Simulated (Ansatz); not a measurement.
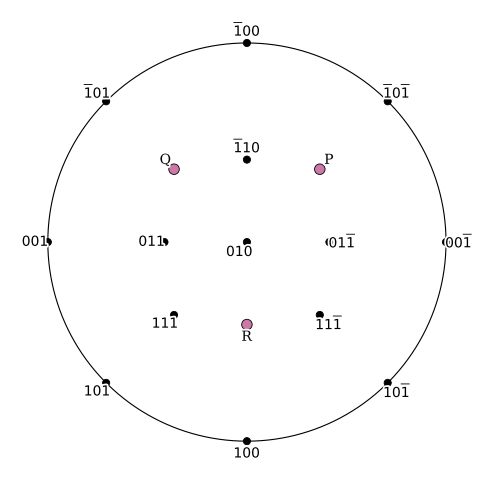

Stereographic projection of plane normals (upper hemisphere) centred on (0 1 0). Crystal: Ge, the geometry relaxed with DFT PBEsol, scalar-relativistic, plane waves, PAW in Ansatz. Geometry calculated from the standardised cell; symmetry tolerance 0.002 Å.

a = 5.677 Å, b = 5.677 Å, c = 5.677 Å, α = 90.00°, β = 90.00°, γ = 90.00°.

> Index the poles marked P, Q, R.

P is (−1 1 −1), 54.7° from the centre; Q is (−1 1 1), 54.7° from the centre; R is (1 1 0), 45.0° from the centre.

> What is the angle between the normals of (1 1 −1) and (1 0 0), and what are their d_hkl = 1/|g|?

54.7°; d = 3.278 Å and 5.677 Å.
